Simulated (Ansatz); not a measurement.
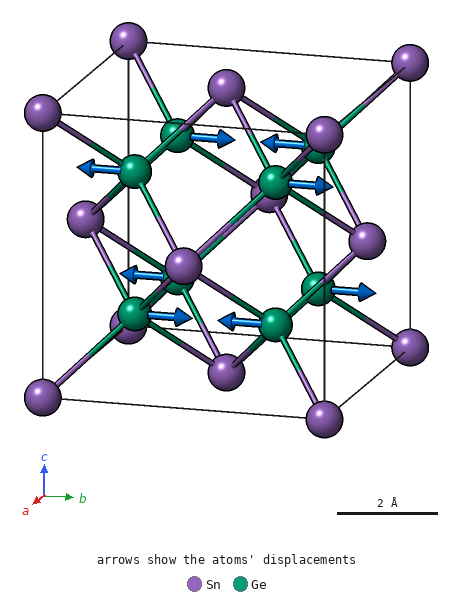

Phonons of a crystal of SnGe₂ (a generated structure) relaxed at 40 GPa, at the zone centre. The optical levels lie at 199 (×3), 244 (×3) cm⁻¹. One mode is drawn. The blue arrows give the relative displacements of the atoms. The picture is a ball-and-stick view of the conventional cell (4 times the calculation's cell), seen slightly off an axis. Lengths and directions refer to the drawn axes.

Computed with DFT LDA, scalar-relativistic, plane waves, PAW in Ansatz 0.2.0. (plane-wave cutoff 420 eV; k-point mesh 12 × 12 × 12; occupations fermi dirac; smearing width 0.15 eV; target pressure 40 GPa; no spin polarisation)

The frequencies depend somewhat on the k-mesh and the smearing.

> To which level does it belong?

The level at 199 cm⁻¹. This is the T₂g mode (triply degenerate; one member of the set is drawn), the lowest optical level, Raman-active by symmetry. The Sn atoms stay at rest; all motion is along b; atoms of one kind move against one another, with no net shift of their sublattice.
